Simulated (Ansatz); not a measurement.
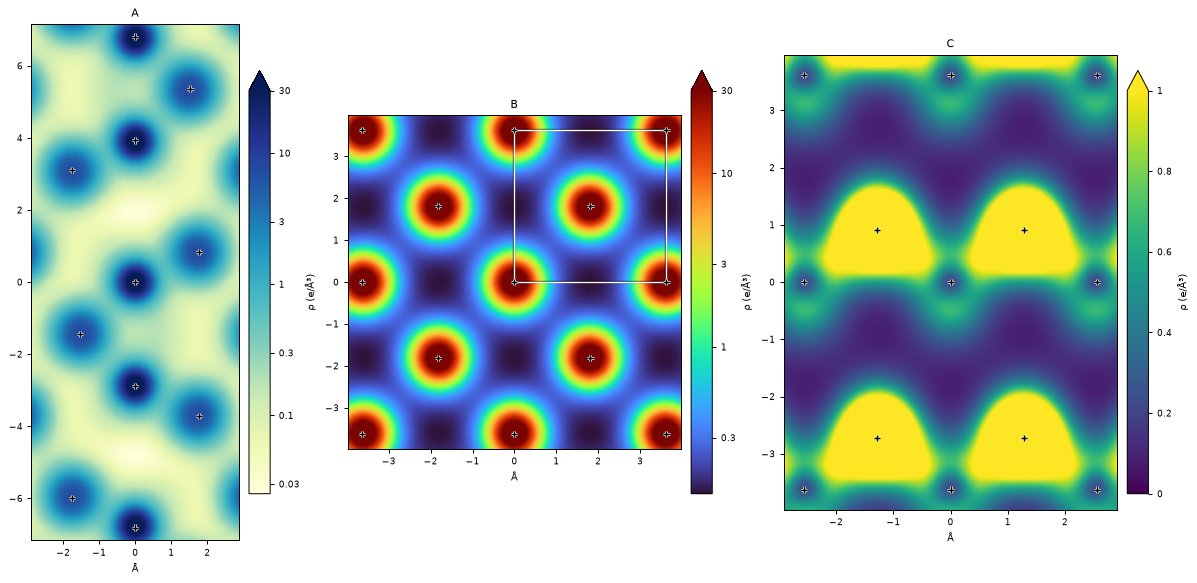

The valence pseudo-density of 3 systems, each on a plane through atoms (crosses mark nuclei in the plane).

Level of theory: Ansatz 0.2.0, DFT PBE, scalar-relativistic, plane waves, PAW.

System 1: Cu, the (010) plane of the conventional cell. Space group Fm-3m; a structure from a database of computed crystals, not necessarily the ambient phase; computed without spin polarisation.

```
Cu
1.0
     3.62980    0.00000    0.00000
     0.00000    3.62980    0.00000
     0.00000    0.00000    3.62980
Cu
4
Direct
  0.00000 0.00000 0.00000
  0.50000 0.50000 0.00000
  0.50000 0.00000 0.50000
  0.00000 0.50000 0.50000
```

System 2: Ga2O3, the (100) plane of the conventional cell. Space group R-3c; a structure from a database of computed crystals, not necessarily the ambient phase.

System 3: BN, the (11̄0) plane of the calculation cell. Space group F-43m.

```yaml
crystal:
  lattice:
    - [0.00000, 3.62465, -3.62465]
    - [3.62465, 3.62465, 0.00000]
    - [3.62465, 0.00000, -3.62465]
  atoms:
    - { symbol: B, position: [0.00000, 0.00000, 0.50000] }
    - { symbol: B, position: [0.00000, 0.50000, 0.50000] }
    - { symbol: B, position: [0.50000, 0.00000, 0.50000] }
    - { symbol: B, position: [0.50000, 0.50000, 0.50000] }
    - { symbol: B, position: [0.00000, 0.00000, 0.00000] }
    - { symbol: B, position: [0.00000, 0.50000, 0.00000] }
    - { symbol: B, position: [0.50000, 0.00000, 0.00000] }
    - { symbol: B, position: [0.50000, 0.50000, 0.00000] }
    - { symbol: N, position: [0.12500, 0.12500, 0.12500] }
    - { symbol: N, position: [0.12500, 0.62500, 0.12500] }
    - { symbol: N, position: [0.62500, 0.12500, 0.12500] }
    - { symbol: N, position: [0.62500, 0.62500, 0.12500] }
    - { symbol: N, position: [0.12500, 0.12500, 0.62500] }
    - { symbol: N, position: [0.12500, 0.62500, 0.62500] }
    - { symbol: N, position: [0.62500, 0.12500, 0.62500] }
    - { symbol: N, position: [0.62500, 0.62500, 0.62500] }
```

Q: Which map belongs to which system?

A: Panel A is system 2, Ga2O3: the plane holds Ga and O. Ga–O (1.95 Å): ρ is about 0.66 e/Å³ halfway. Panel B is system 1, Cu: the plane holds Cu. Cu–Cu (2.57 Å): the density is about 0.26 e/Å³ at the midpoint. Panel C is system 3, BN: the plane holds B and N. B–N (1.57 Å): the density is about 1.4 e/Å³ at the midpoint.
